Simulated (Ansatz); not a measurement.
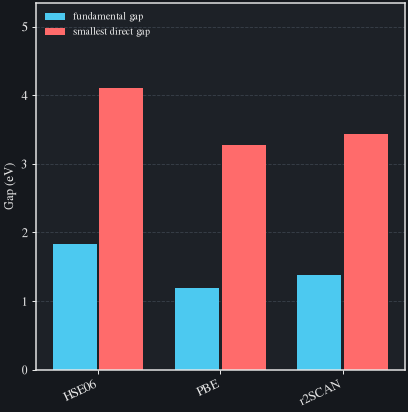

Gaps of BAs, space group F-43m (No. 216), 2 atoms in the cell, zincblende type, at several levels of theory on one cell (Ansatz, plane waves and PAW; edges over the mesh and the special points).

> How does the gap depend on the level, and does its kind change?

In rising order: PBE 1.19 eV, r2SCAN 1.37 eV and HSE06 1.83 eV. It is indirect at every level.
